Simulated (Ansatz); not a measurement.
**Band-structure calculation, with input and output: KBr (part 1 of 2)**

System: KBr (2 atoms in the cell).
Method: DFT, HSE06, plane waves, PAW, no spin polarisation (Ansatz 0.2.0).

The structure was built on a prototype by a generator. The geometry comes from this level: r2SCAN (a point of a series of strains). It belongs to a series of runs on one base structure; here: shear_111 strain +2.3%. Figures and captions count atoms from 1; the log counts them from 0 in places.

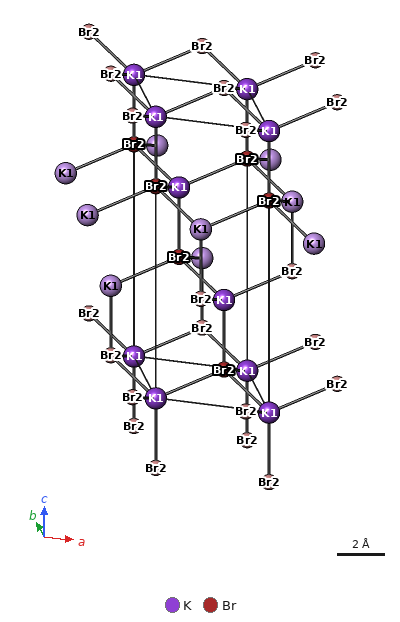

Fig. 1: The structure (ball-and-stick view of the cell 3 times as large as that of the calculation, set on its symmetry axes, seen at an oblique angle; neighbours outside the cell are drawn fainter; atoms are numbered from 1 in the order of the input). Near neighbours in the crystal (not all of them lie inside the picture): K has 4 Br at 3.22 to 3.23 Å; Br has 4 K at 3.22 to 3.23 Å.

**Input**
```yaml
crystal:
  lattice:
    - [0.0575374689, 3.7458367599, 3.7458367599]
    - [3.7458367599, 0.0575374689, 3.7458367599]
    - [3.7458367599, 3.7458367599, 0.0575374689]
  atoms:
    - { symbol: K, position: [0.001593862, 0.001593862, 0.001593862] }
    - { symbol: Br, position: [0.248406138, 0.248406138, 0.248406138] }
kpoints:
  mp_grid: { grid: [4, 4, 4] }
  band_path:
    path:
      - [0.0, 0.0, 0.0]
      - [-0.5, -0.5, 0.0]
      - [-0.375, -0.375, 0.25]
      - [-0.375, 0.0, 0.375]
      - [0.0, 0.0, 0.5]
      - [-0.5, -0.25, 0.25]
      - [-0.225, 0.0, 0.225]
    npoints: 1
hamiltonian:
  xc: hse06
scf:
  occupations: { method: fixed }
  n_extra_bands: 4
output:
  forces: true
  stress: true
  eigenvalues: true
  write_density: true
  write_potential: true
  elf: true
  volumetric_format: npy
```

Run on 4 threads of an x86-64 CPU, shared host.

Command:
```bash
ansatz run input.yaml --threads 4 --pin off --max-ram 3686MiB --backend cpu --events-out ev --progress --plain --runs-dir out
```

**Log**
```
Warning: output.stress: scf.convergence.dr2_threshold = 1e-7 eV (the SCF's general default) is looser than the 2e-10 eV advised for a printed stress (1e-10 eV for each atom of the cell: 2). What an SCF threshold leaves in a stress goes as its square root, and in the free energy as the threshold itself, and one threshold admits the most on a small cell: of the crystals measured, under no hybrid functional and no lock of the moments, on runs that ended without the residual-converged pass, on stresses that held no estimate of that error, the worst erred by over 100 MPa in a component at 1e-7 eV an atom and by under 5 at 1e-10. Set scf.convergence.dr2_threshold to 2e-10 eV or tighter. The threshold is an SCF's pass mark: one that does not reach it within its budget of iterations ends unconverged, or closes short of it on a stop that the run arms, and scf.convergence.dr2_threshold's page says what that costs each kind of run
Warning: output.stress: scf.exx.energy_threshold = 1e-6 eV is looser than the 2e-8 eV advised for a stress under a hybrid functional (1e-8 eV for each atom of the cell: 2). Every SCF of the exchange loop can meet its threshold on dr2 while the loop round them stops early: no threshold on dr2 bounds what that leaves in the stress. Set scf.exx.energy_threshold to 2e-8 eV or tighter. The threshold is the loop's pass mark: a loop that does not reach it within its budget of cycles ends unconverged, and scf.exx.energy_threshold's page has the law
scf.n_extra_bands = 4 over 8 filled bands (N_el = 16.0): the run solves 12 bands
Engine: ansatz 0.2.0, x86_64-unknown-linux-gnu
Pseudopotentials: kind: paw
Pseudopotential: K, paw, valence charge 9, recommended cutoff 420 eV (normal), K.paw.azcp
Pseudopotential: Br, paw, valence charge 7, recommended cutoff 420 eV (normal), Br.paw.azcp
Functional definition: HSE06
  parameter a = 0.25
  parameter omega = 0.11/bohr
  exchange = pbe_x - a*pbe_x_sr(omega) + a*exact_x_sr(omega)
  correlation = pbe_c
davidson cushion auto → on  (no smearing: the cushion is to keep the highest requested band from converging to the state above it; pin scf.eigensolver.cushion to override)
Crystal: 2 atoms, lattice volume = 102.696 Å³
Basis set: ecut = 420 eV, 2001 PW (Γ), exchange–correlation on 72×72×72 points (8 copies of the dense FFT grid, shifted against one another)
Bands: 12, of which v1, the nominal top of the filled ones, is band 8 counted from 1 (7 counted from 0)
Symmetry: 6 space group operations
Space group: R3m (ITA 160), of the structure as read, at distance tolerance 4.7e-5 Å
k-points: 13 of 64 (time reversal used)
Non-local potential: K, projectors of the file, l = 0: 3, l = 1: 2, l = 2: 2
Non-local potential: Br, projectors of the file, l = 0: 2, l = 1: 2, l = 2: 2
PAW form: soft (Blöchl's): semilocal exchange-correlation on the pseudo side does not see the compensation charge
PAW frozen core: K, regenerated for the run's functional, and the local potential with it (the file was generated under x = pbe(κ = 0.804, μ = 0.2195149727645171), c = pbe(β = 0.06672455060314922))
PAW frozen core: Br, regenerated for the run's functional, and the local potential with it (the file was generated under x = pbe(κ = 0.804, μ = 0.2195149727645171), c = pbe(β = 0.06672455060314922))
PAW one-centre angular grid: K, 110 points (default); XC on 64 Gauss nodes
PAW one-centre angular grid: Br, 110 points (default); XC on 64 Gauss nodes
Initial density: superposition of atomic densities (neutral atoms: chi_scale 0, normalization atom), corrected by the library's trained network
Initial wavefunctions: pseudopotential atomic-orbital guess
Functional: x = pbe(κ = 0.804, μ = 0.2195149727645171), c = pbe(β = 0.06672455060314922), warm-up for x = pbe(κ = 0.804, μ = 0.2195149727645171) + 0.25 (exact − pbe) at short range (hse, ω = 0.20786987370883472 Å⁻¹), c = pbe(β = 0.06672455060314922); HSE06 as pw.x's `hse` composes it (authors' and Libxc's form: `xc: wpbeh`)
SCF iter   1: F=—  HF=-4324.313000 eV  |F-HF|=—  |Δ(HF+E_count)|=         —  Δρ=9.04e-4  dr2=1.29e-3  ethr=1.77e-3  ⟨swp⟩=2.2  Hψ=1301  notcnv=0
preconditioner: auto → none  [insulator: Δε(μ)=4.191 eV  Ē_g=14.118 eV  n_scr=14 (ndim 8)  ℏωp=13.7 eV  f_vac=0.302]
iter 2 solved again at ethr=3.40e-7 eV; its pass at ethr=8.07e-6 eV (dr2=5.45e-5 eV) is discarded
SCF iter   2: F=-4324.312644 eV  HF=-4324.312614 eV  |F-HF|=3.02e-5  |Δ(HF+E_count)|=   3.86e-4  Δρ=2.36e-4  dr2=5.34e-5  ethr=3.40e-7  ⟨swp⟩=3.8  Hψ=940  notcnv=0  defer=3
SCF 1 stopped early in 2 iterations: F = -4324.312644 eV  dr2 = 5.34e-5
  greatest PAW one-centre occupation: 0.987 electrons in one spin orbital (limit 2), on the K atom at site 0 (counted from 0), in its partial waves of l = 0
Initial density: handed on by an earlier stage of this run
Initial wavefunctions: those handed on with the density
Functional: x = pbe(κ = 0.804, μ = 0.2195149727645171) + 0.25 (exact − pbe) at short range (hse, ω = 0.20786987370883472 Å⁻¹), c = pbe(β = 0.06672455060314922); HSE06 as pw.x's `hse` composes it (authors' and Libxc's form: `xc: wpbeh`)
Exchange kernel: α = 0.2500, screened, ω = 0.2079 Å⁻¹, Wigner–Seitz truncation, v(0) = 1045.2593 eV·Å³, q-mesh 4×4×4, nearest image of the exchange supercell L = 20.86 Å, pair-density grid 20×20×20, without the augmentation charges, whose exchange is taken in its separable form by FFT convolution over the k-point mesh (sized by the pseudopotential files, 30×30×30 at the most), smooth part of the exact exchange by density-matrix convolution
Frozen-core exchange: fock
SCF iter   1: F=—  HF=-4327.206498 eV  |F-HF|=—  |Δ(HF+E_count)|=         —  Δρ=2.51e-3  dr2=6.66e-3  ethr=3.34e-6  ⟨swp⟩=9.2  Hψ=956  notcnv=0
preconditioner: auto → none  [insulator: Δε(μ)=5.387 eV  Ē_g=15.902 eV  n_scr=14 (ndim 8)  ℏωp=13.7 eV  f_vac=0.302]
SCF iter   2: F=—  HF=-4327.204267 eV  |F-HF|=—  |Δ(HF+E_count)|=   2.23e-3  Δρ=1.10e-3  dr2=8.21e-4  ethr=3.34e-6  ⟨swp⟩=4.8  Hψ=543  notcnv=0
SCF iter   3: F=—  HF=-4327.205816 eV  |F-HF|=—  |Δ(HF+E_count)|=   1.55e-3  Δρ=4.11e-4  dr2=1.99e-4  ethr=3.34e-6  ⟨swp⟩=5.2  Hψ=532  notcnv=0  defer=6
SCF iter   4: F=—  HF=-4327.205742 eV  |F-HF|=—  |Δ(HF+E_count)|=   7.33e-5  Δρ=4.38e-5  dr2=3.50e-6  ethr=1.20e-6  ⟨swp⟩=3.1  Hψ=435  notcnv=0
SCF iter   5: F=-4327.205757 eV  HF=-4327.205758 eV  |F-HF|=1.08e-6  |Δ(HF+E_count)|=   1.52e-5  Δρ=1.86e-5  dr2=7.89e-7  ethr=1.43e-8  ⟨swp⟩=5.6  Hψ=616  notcnv=0  defer=14
SCF 2 stopped early in 5 iterations: F = -4327.205757 eV  dr2 = 7.89e-7
  Residual-converged pass: ⟨swp⟩=3.8  Hψ=433  notcnv=0  max |occ|·‖R‖ = 6.3e-6 eV (tolerance 6.7e-6 eV)  dr2=7.88e-7  dr2_onsite=1.75e-8  max |Δocc| = 0.0e0
  greatest PAW one-centre occupation: 0.989 electrons in one spin orbital (limit 2), on the K atom at site 0 (counted from 0), in its partial waves of l = 0
hybrid outer 1: dexx = +2.265e-3 eV, tail = 9.98e-6 eV
Exchange kernel: α = 0.2500, screened, ω = 0.2079 Å⁻¹, Wigner–Seitz truncation, v(0) = 1045.2593 eV·Å³, q-mesh 4×4×4, nearest image of the exchange supercell L = 20.86 Å, pair-density grid 20×20×20, without the augmentation charges, whose exchange is taken in its separable form by FFT convolution over the k-point mesh (sized by the pseudopotential files, 30×30×30 at the most), smooth part of the exact exchange by density-matrix convolution
Frozen-core exchange: fock
SCF iter   1: F=—  HF=-4327.206016 eV  |F-HF|=—  |Δ(HF+E_count)|=         —  Δρ=2.78e-5  dr2=2.22e-7  ethr=3.12e-7  ⟨swp⟩=3.8  Hψ=479  notcnv=0
preconditioner: auto → none  [insulator: Δε(μ)=5.330 eV  Ē_g=15.882 eV  n_scr=14 (ndim 8)  ℏωp=13.7 eV  f_vac=0.316]
SCF iter   2: F=—  HF=-4327.206016 eV  |F-HF|=—  |Δ(HF+E_count)|=   3.61e-8  Δρ=1.13e-5  dr2=3.80e-8  ethr=1.20e-9  ⟨swp⟩=4.6  Hψ=499  notcnv=0  defer=10
SCF iter   3: F=-4327.206016 eV  HF=-4327.206016 eV  |F-HF|=8.68e-10  |Δ(HF+E_count)|=   2.34e-8  Δρ=1.10e-6  dr2=1.21e-9  ethr=2.14e-10  ⟨swp⟩=5.0  Hψ=488  notcnv=0  defer=24
SCF 3 converged in 3 iterations: F = -4327.206016 eV  dr2 = 1.21e-9
  Residual-converged pass: ⟨swp⟩=4.0  Hψ=480  notcnv=0  max |occ|·‖R‖ = 4.0e-7 eV (tolerance 4.4e-7 eV)  dr2=1.27e-9  dr2_onsite=9.13e-11  max |Δocc| = 0.0e0
```

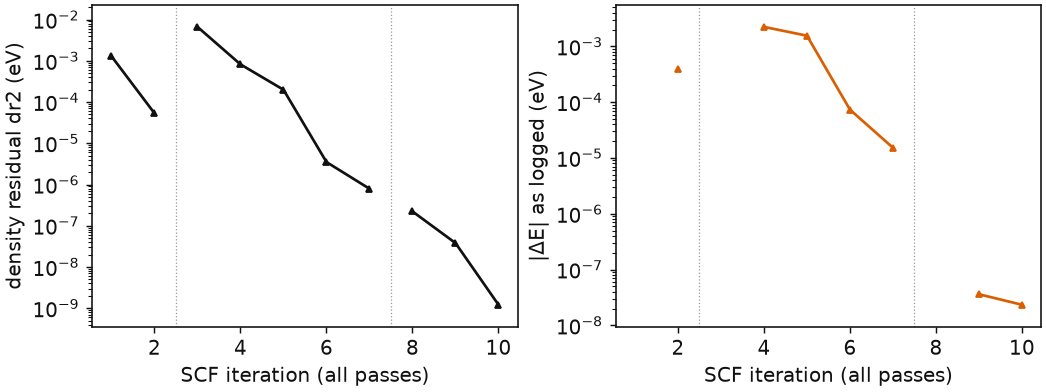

Fig. 2: Convergence of the self-consistent field: density residual dr2 and size of the energy change against the SCF iteration. The run starts with a semilocal functional; after that each stretch between dotted lines is one SCF of the hybrid functional between two exact rebuilds of the exchange operator by the outer loop. Early passes are stopped at a loose threshold. The passes take 2, 5 and 3 iterations.

```
hybrid outer 2: dexx = +1.466e-7 eV, tail = 7.03e-9 eV, Δε = 1.27e-3 eV (about 3.17e-5 eV left of the loop's levels), ΔF = 1.36e-4 eV/Å (tail 1.94e-4)
the search or the solves at the SCF's close seem to have found levels that the self-consistency loop had missed (the run counts 1). By its estimate they hold under 1e-12 electrons; where the run keeps them, the occupations were computed again with them
NSCF: frozen V_eff on 7 k-points
WARN: The input density's exchange-correlation potential varies sharply where the density is thin. Do not read a vacuum level from v_tot or v_xc, or from such a field of the output density. On a cell that repeats whose density bears no net charge and no dipole along the vacuum's axis use v_es (v_loc + v_h of the components); under efield.dipole_correction with no amplitude use v_es + v_field, which holds any external_charges[].barrier, or the levels of the report's work_function block, which leave it out; under a non-zero efield.amplitude the vacuum is tilted and has no level; on a cell that repeats and bears such a dipole with no correction it is tilted too, and efield.dipole_correction with no amplitude gives each side of its ramp a level where efield: is served; in a cell that repeats whose density bears a net charge (total_charge, or a fill off its count) it is curved and has none; of a slab under crystal.periodic whose density bears no net charge use v_es, which has a level on each side, short of where the two are joined; of another it falls or rises all the way out and has none; of a slab beside external_charges read slab_vacuum_level instead, which it has where they leave it neutral. The grid or the basis barely resolves most such structure, and the values can differ between equally converged runs; as a rule a tighter scf.convergence.dr2_threshold does not remove it. Where the density itself ripples (under the LDA too) a higher basis.ecutwfc lessens it. The files hold the spikes' plane waves up to the density's cutoff. Files: v_tot and the like, and their columns of v_z.tsv (output.write_potential); v_xc and the like, and their columns of v_comp_z.tsv (output.write_potential_components); where files of the output density stand in their place, no point of their own thin density is over the threshold below, and this is of outcome.potential() and, of a run that writes arrays (npy), the arrays of these names. Measured: with its Gaussian average of σ = 0.25 Å subtracted twice, the exchange-correlation potential is over 0.1 eV at 135 of the grid points where the equally averaged density (valence and model cores) is under 1e-3 e/Å³, and 2.70 eV at the most among them, at an averaged density of 7.8e-4 e/Å³. See output.write_potential in the manual, Limitations
hybrid SCF converged: 2 outer / 8 inner (+2 warm-up), last move |dexx| = 1.47e-7 eV, tail = 7.03e-9 eV
Stability not checked: this state was not tested for a lower state beside it, because the functional holds exact exchange (a hybrid, or Hartree-Fock), whose exchange loop this test does not read (fock_operator; see scf.lower_state_search)
Free energy (F): -4327.206016 eV
Frozen-core exchange: fock
Harris-Foulkes:  -4327.206016 eV  (|F-HF|=8.68e-10)
Internal energy: -4327.206016 eV  (E = F + TS)
E sigma→0 (E₀):  -4327.206016 eV
Fermi energy:    -2.052687 eV
```
